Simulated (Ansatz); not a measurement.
Single-point calculation of Cu

The run: single-point calculation of Cu (2 atoms in the cell). Method and program: DFT LDA, scalar-relativistic, plane waves, PAW, PAW set soft_1, no spin polarisation (Ansatz 0.2.0).

The structure derives from a Materials Project entry. Figures and captions count atoms from 1; the log counts them from 0 in places.

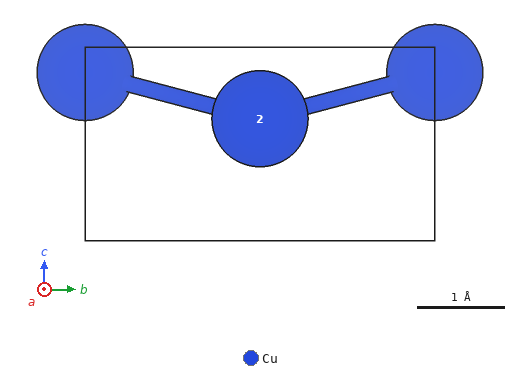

Figure 1. The input geometry (ball-and-stick view of the cell of the calculation, set on other vectors, along the a axis; atoms are numbered from 1 in the order of the input). An atom can appear more than once, as a periodic image.

Input file:
```yaml
crystal:
  lattice:
    - [-1.427395735, 1.427395735, 1.3410790631]
    - [1.427395735, -1.427395735, 1.3410790631]
    - [2.85479147, 2.85479147, 0.0]
  atoms:
    - { symbol: Cu, position: [0.0765044579, -0.1305654018, 0.0] }
    - { symbol: Cu, position: [0.4234955421, 0.6305654018, 0.5] }
basis:
  ecutwfc: 520.0
kpoints:
  mp_grid: { grid: [20, 20, 12] }
hamiltonian:
  xc: lda
  pseudopotentials: { kind: paw, azcp: { folder: soft_1 } }
scf:
  occupations: { method: gaussian, width: 0.15 }
output:
  forces: true
  stress: true
  eigenvalues: true
  write_density: true
  write_potential: true
  elf: true
  volumetric_format: npy
```

Run on 2 threads of Arm Neoverse V1, 24 GiB of memory available, shared host.

Launched with:
```bash
ansatz run input.yaml --threads 2 --pin off --max-ram 4096MiB --backend cpu --events-out ev --progress --plain --runs-dir out
```

Output:
```
Warning: [file] the record states the generating functional pbe (its physics header spells it `PBE`), which answers neither for hamiltonian.xc's functional nor for the lda family's — results may be inconsistent (PPs are generated against a specific XC)
Engine: ansatz 0.2.0, aarch64-unknown-linux-gnu
Pseudopotentials: kind: paw
Pseudopotential: Cu, paw, valence charge 19, recommended cutoff 420 eV (normal), [file]
Functional definition: SPW92
  exchange = slater_x
  correlation = pw_c
Crystal: 2 atoms, lattice volume = 21.859 Å³
Basis set: ecut = 520 eV, 605 PW (Γ)
Bands: 23, of which v1, the nominal top of the filled ones, is band 19 counted from 1 (18 counted from 0)
Symmetry: 4 space group operations
Space group: P21/m (ITA 11), of the structure as read, at distance tolerance 2.8e-5 Å
k-points: 1414 of 4800
Non-local potential: Cu, projectors of the file, l = 0: 3, l = 1: 2, l = 2: 3, l = 3: 1
PAW form: soft (Blöchl's): semilocal exchange-correlation on the pseudo side does not see the compensation charge
PAW frozen core: Cu, regenerated for the run's functional, and the local potential with it (the file was generated under x = pbe(κ = 0.804, μ = 0.2195149727645171), c = pbe(β = 0.06672455060314922))
PAW one-centre angular grid: Cu, 590 points (default); XC on 64 Gauss nodes
Initial density: superposition of atomic densities (chi_scale 0.1, normalization cell)
Initial wavefunctions: pseudopotential atomic-orbital guess
Functional: x = slater, c = lda
SCF iter   1: F=—  HF=-13113.601235 eV  |F-HF|=—  |Δ(HF+E_count)|=         —  Δρ=3.09e-1  dr2=1.20e1  ethr=3.10e-3  ⟨swp⟩=4.5  Hψ=116302  notcnv=0
preconditioner: auto → none  [metal: Δε(μ)=0.012 eV  Ē_g=10.435 eV  σ=0.150 eV  W_gap=0.05  n_scr=6 (ndim 8)  ℏωp=37.3 eV  f_vac=0.000  D(μ)=0.79/eV (n_scr^D=2)  sad-step TF]
SCF iter   2: F=—  HF=-13111.814219 eV  |F-HF|=—  |Δ(HF+E_count)|=    1.79e0  Δρ=1.31e-1  dr2=2.40e0  ethr=3.10e-3  ⟨swp⟩=2.1  Hψ=64590  notcnv=0  defer=171
SCF iter   3: F=—  HF=-13111.312330 eV  |F-HF|=—  |Δ(HF+E_count)|=   5.02e-1  Δρ=3.56e-2  dr2=1.87e-1  ethr=3.10e-3  ⟨swp⟩=2.1  Hψ=49637  notcnv=0  defer=172
SCF iter   4: F=—  HF=-13111.273624 eV  |F-HF|=—  |Δ(HF+E_count)|=   3.87e-2  Δρ=3.62e-3  dr2=9.70e-4  ethr=4.93e-4  ⟨swp⟩=2.0  Hψ=47751  notcnv=0  defer=171
SCF iter   5: F=—  HF=-13111.276969 eV  |F-HF|=—  |Δ(HF+E_count)|=   3.34e-3  Δρ=9.61e-4  dr2=1.16e-4  ethr=2.55e-6  ⟨swp⟩=2.0  Hψ=65385  notcnv=0  defer=172
SCF iter   6: F=—  HF=-13111.276939 eV  |F-HF|=—  |Δ(HF+E_count)|=   2.93e-5  Δρ=7.09e-5  dr2=5.91e-7  ethr=3.04e-7  ⟨swp⟩=2.0  Hψ=46077  notcnv=0  defer=171
SCF iter   7: F=—  HF=-13111.276938 eV  |F-HF|=—  |Δ(HF+E_count)|=   8.15e-7  Δρ=5.65e-6  dr2=2.70e-9  ethr=2.63e-10  ⟨swp⟩=8.9  Hψ=258636  notcnv=0
SCF iter   8: F=-13111.276938 eV  HF=-13111.276938 eV  |F-HF|=1.09e-11  |Δ(HF+E_count)|=  8.02e-10  Δρ=4.45e-7  dr2=2.12e-11  ethr=7.11e-12  ⟨swp⟩=4.0  Hψ=160353  notcnv=0
SCF 1 converged in 8 iterations: F = -13111.276938 eV  dr2 = 2.12e-11
  greatest PAW one-centre occupation: 1.000 electrons in one spin orbital (limit 2), on the Cu atom at site 1 (counted from 0), in its partial waves of l = 0
SCF converged after 8 iterations
Free energy (F): -13111.276938 eV
Harris-Foulkes:  -13111.276938 eV  (|F-HF|=1.09e-11)
Internal energy: -13111.270600 eV  (E = F + TS)
E sigma→0 (E₀):  -13111.273769 eV
Entropy (-TS):   -0.006339 eV (-3.169 meV/atom)
Fermi energy:    17.606067 eV
--- Per-component energies (eV) ---
  E_band       = -688.984453
  E_kinetic    = 529.089135
  E_local      = -8759.805362  (includes V_loc(G=0)·N_el)
  E_nonlocal   = 1786.505097
  E_hartree    = 3710.838603
  E_xc         = -139.334380
  E_vxc        = -180.636721  (∫ρ·V_xc dr)
  E_paw        = -3491.456378  (= ΣΔE_a)
  E_vpaw       = -1485.814996  (= ΣTr[D̂ρ^β])
  E_aug_tail   = 0.000684  (compensation charges beyond the density's cutoff)
  E_ewald      = -6748.007322
  E_core_change = 0.899322  (= ΣΔE_core)
  E_smearing   = -0.006339  (= −TS)
  E_closure    = -0.000000  (closes the sum)
  Σ components = -13111.276938   (vs F -13111.276938, Δ=0.00e0)
--- Forces (eV/Å), atoms counted from 1 ---
  atom   1  Cu     0.40276294    -0.40276294     0.10871727
  atom   2  Cu    -0.40276294     0.40276294    -0.10871727
  max |Σ_I F_I| component: 1.39e-17 eV/Å
--- Stress (GPa, compression-positive) ---
        8.438568      -1.097275      -1.719149
       -1.097275       8.438568       1.719149
       -1.719149       1.719149      -7.658574
  P = ⅓ Tr σ = 3.0729 GPa (30.729 kbar)
--- Band table (eV; the first three rows and the last of 1414) ---
  k-point 0: bands = ["-94.3667", "-94.3407", "-52.2720", "-52.1409", "-52.1050", "-52.0925", "-52.0817", "-52.0757", "7.5912", "12.0302", "13.8644", "13.9023", "14.2980", "14.6983", "14.9102", "15.1426", "15.1978", "15.4115", "15.9800", "16.4711", "21.8978", "37.8797", "38.9158"]
  k-point 1: bands = ["-94.3663", "-94.3412", "-52.2691", "-52.1407", "-52.1055", "-52.0955", "-52.0812", "-52.0758", "7.6594", "11.9960", "13.8527", "13.8918", "14.2778", "14.7015", "14.9238", "15.1301", "15.2148", "15.4231", "15.9691", "16.1639", "22.3770", "37.9272", "38.9320"]
  k-point 2: bands = ["-94.3650", "-94.3425", "-52.2607", "-52.1407", "-52.1068", "-52.1031", "-52.0805", "-52.0761", "7.8629", "11.8737", "13.8237", "13.8640", "14.2211", "14.7024", "14.9622", "15.0953", "15.2060", "15.4520", "15.5687", "15.9358", "23.5694", "38.0645", "38.9750"]
  k-point 1413: bands = ["-94.3332", "-94.3332", "-52.2849", "-52.2849", "-52.1433", "-52.1433", "-52.1278", "-52.1278", "12.2485", "12.2485", "13.3841", "13.3841", "14.7835", "14.7835", "15.9365", "15.9365", "16.0801", "16.0801", "18.6057", "18.6057", "24.4921", "24.4921", "30.9833"]
```

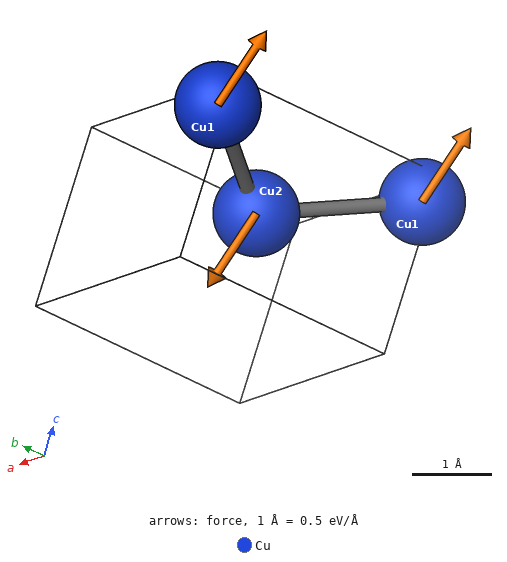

Figure 2. Forces on the atoms as orange arrows (ball-and-stick view of the cell of the calculation, set on other vectors, seen at an oblique angle; atoms are numbered from 1 in the order of the input). The largest act on Cu1, Cu2 (0.58 eV/Å). The geometry is not a stationary point of this energy.

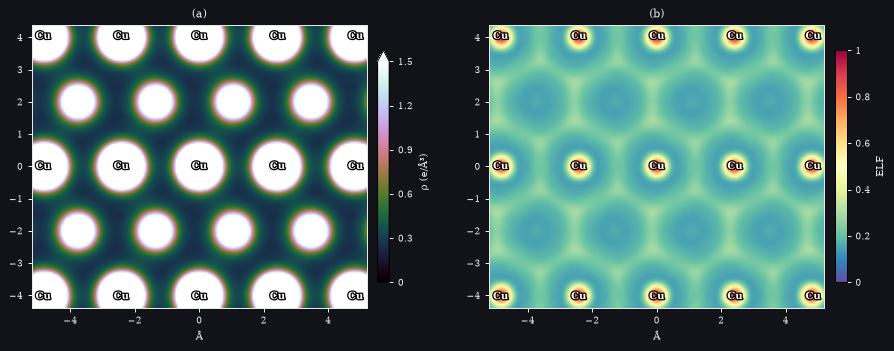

Figure 3. (a) valence charge density (pseudo); (b) electron localisation function on the (001) plane of the conventional cell. Cu–Cu (2.42 Å): ρ is about 0.34 e/Å³ halfway; the ELF is about 0.20 at the midpoint (no localised pair between them). Away from the nuclei the density in this plane falls to 0.25 e/Å³ at its lowest. The strong features right at Cu lie inside the PAW spheres (semicore, d or f shells) and say nothing about bonding. The fields are those of the smooth PAW valence density.

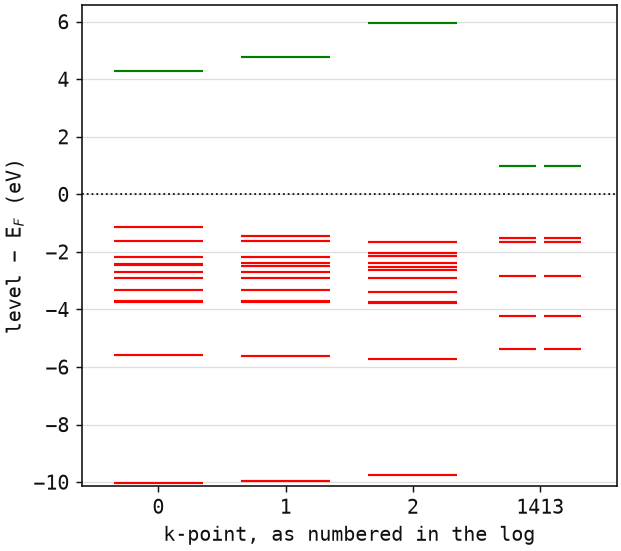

Figure 4. Kohn–Sham levels near the Fermi level (dotted) at the few k-points that the log prints; levels within 0.02 eV of each other stand side by side. The system is metallic on the full mesh.

Key numbers:

- outcome: converged
- space group (tolerance 0.01 Å): P2₁/m (11)
- electrons treated: 38
- free energy: −13111.2769 eV
- Fermi energy: 17.606 eV
- gap on the k-point mesh: none (metallic)
- pressure: 3.07 GPa
- largest force (length of the vector): 0.580 eV/Å
- wall time: 46 s (CPU time 90 s)
- peak memory: 0.91 GiB

Notes:

The program warns: the PAW datasets were made with another functional.
